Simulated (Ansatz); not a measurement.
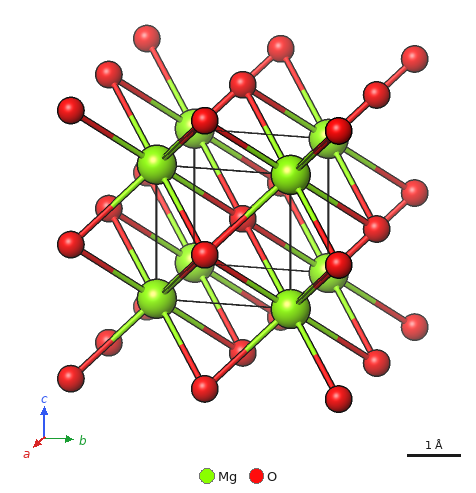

Ball-and-stick representation of a periodic structure, projected slightly off an axis. The edges of the simulation cell are marked. Bonds that leave the box are completed with the atoms at their other ends.

Input deck:
```yaml
crystal:
  lattice:
    - [2.6556162495, 0.0, 0.0]
    - [0.0, 2.6556162495, 0.0]
    - [0.0, 0.0, 2.6556162495]
  atoms:
    - { symbol: Mg, position: [0.0, 0.0, 0.0] }
    - { symbol: O, position: [0.5, 0.5, 0.5] }
kpoints:
  mp_grid: { grid: [6, 6, 6] }
  band_path:
    path: [[0.0, 0.0, 0.0], [0.0, 0.5, 0.0], [0.5, 0.5, 0.0], [0.5, 0.5, 0.5]]
    npoints: 1
hamiltonian:
  xc: hse06
scf:
  occupations: { method: fixed }
  n_extra_bands: 4
output:
  forces: true
  stress: true
  eigenvalues: true
```
Run as:
```sh
ansatz run input.yaml --threads 4 --pin off --max-ram 3686MiB --backend cpu --events-out ev --progress --plain --runs-dir out
```

Run with DFT, HSE06, plane waves, PAW (Ansatz) and these settings: plane waves up to 420 eV, a 6×6×6 mesh of k-points, no spin polarisation.

Classify it as metallic or gapped, with the value.

An insulator at this level, with a gap of 3.82 eV, indirect; the smallest direct gap is 4.88 eV.

What is the computed pressure?

The computed pressure is -6.1 GPa (stretched: it would shrink).

The model was built from a structure type filled with these elements by a generator (whether the compound takes this form wasn't checked). The cell was then strained or its atoms displaced on purpose. It was run through Ansatz as a DFT input.

At this level of theory the cell isn't at rest (stretched, at -6 GPa), so its distances can differ from those at equilibrium, the more so the softer the solid.
